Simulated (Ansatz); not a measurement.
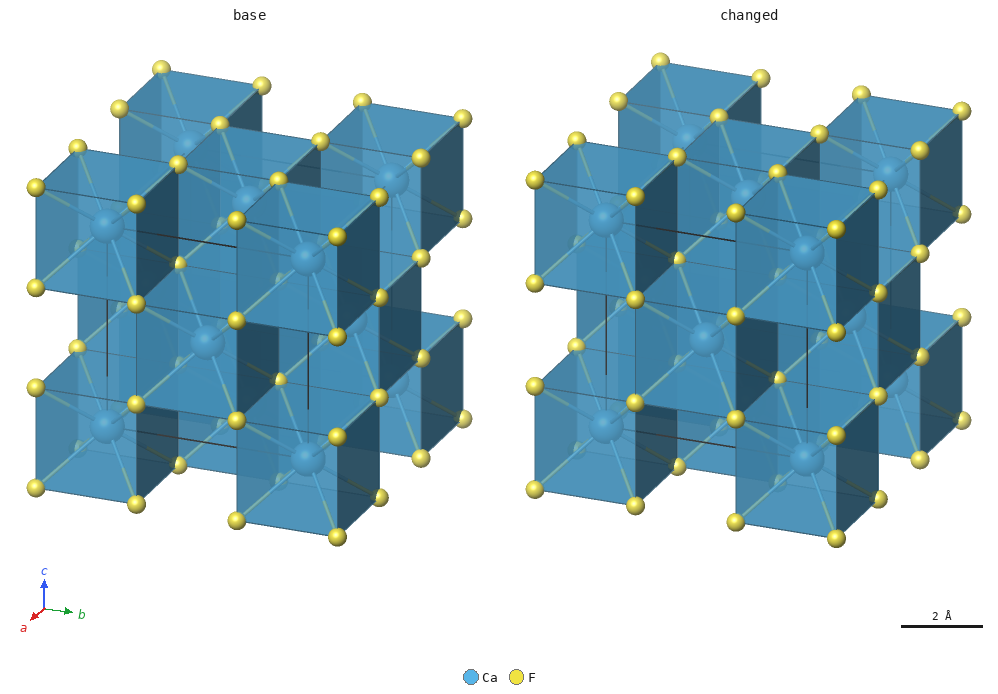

Left: crystalline CaF2 (built on the fluorite type) at its r2SCAN-relaxed geometry. Right: the same structure after one change, at the same scale. The picture is a polyhedral view of the conventional cell (4 times the calculation's cell), seen from a free direction. Lengths and directions refer to the drawn axes.

Method: DFT, PBE, plane waves, PAW in Ansatz. (plane-wave cutoff 420 eV; k-point mesh 8 × 8 × 8; occupations fermi dirac; smearing width 0.02 eV; no spin polarisation)

> What distinguishes the right structure from the left one?

The cell is strained by +3.0 % along c and none across it (volume +3.0 %). The atoms were relaxed with r2SCAN under that strain, and this is a single point on that geometry.

> What does the change do?

The energy falls by 2.2 meV per atom. The pressure goes from 3.3 to 0.8 GPa. The principal stresses (compression positive) are −1.5 GPa along c and 1.9 GPa across it. All forces vanish by symmetry. Near-neighbour distances before and after: Ca–F 2.355 → 2.379 Å. The space group (tolerance 0.01 Å) goes from Fm-3m (No. 225) to I4/mmm (No. 139).
